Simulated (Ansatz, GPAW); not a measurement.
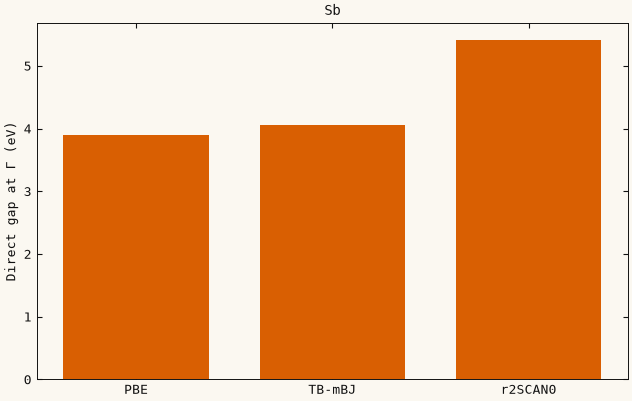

Direct gap at Γ, by several methods on one cell of Sb, space group R-3m (No. 166), 2 atoms in the primitive cell; a = 4.308 Å, c = 11.274 Å (hexagonal axes). All runs are without spin-orbit coupling and carry no moments. The smallest gap is indirect or lies off these points.

| method | program | Γ (eV) |
| --- | --- | --- |
| PBE | Ansatz LAPW | 3.90 |
| TB-mBJ | GPAW | 4.05 |
| r2SCAN0 | Ansatz | 5.41 |

Estimate the PBE0 values. It was run as: PBE0, Ansatz PAW, 4×4×4 k mesh, 420 eV cutoff, Fermi-Dirac smearing of 0.05 eV (Ansatz).

Exact exchange opens the gap over the semilocal values shown, the highest of which is 4.05 eV (TB-mBJ) at Γ. PBE0 gives 5.24 eV at Γ, which is +1.34 eV from PBE at Γ.

How do the methods rank at Γ?

From low to high: PBE 3.90, TB-mBJ 4.05, PBE0 5.24, r2SCAN0 5.41 eV.

Settings. PBE: all-electron LAPW, 5×5×5 k mesh, Fermi-Dirac smearing of 0.03 eV (Ansatz). TB-mBJ: GPAW PAW data sets for LDA (gpaw-data 1.2.1), 5×5×5 k mesh, 600 eV cutoff, Fermi-Dirac smearing of 0.05 eV (GPAW). r2SCAN0: Ansatz PAW, 4×4×4 k mesh, 500 eV cutoff, Fermi-Dirac smearing of 0.05 eV (Ansatz).

These are four of the 30 methods that were run on this cell. The runs come from different programs and meshes, which adds differences of its own. Spin-orbit coupling is left out, which matters for Sb. TB-mBJ, PBE0 and r2SCAN0: the PAW data sets were made with another functional. PBE0 and r2SCAN0: the k mesh is coarse, so the values aren't converged, least of all with exact exchange. LDA, GGA and most meta-GGA functionals understate gaps. TB-mBJ: this is a model potential built to give gaps, with no total energy. Over all k points computed the smallest gap is 0.38 eV in PBE, 0.35 eV in TB-mBJ, 0.56 eV in PBE0 and 0.59 eV in r2SCAN0, and such a mesh can miss a smaller one.
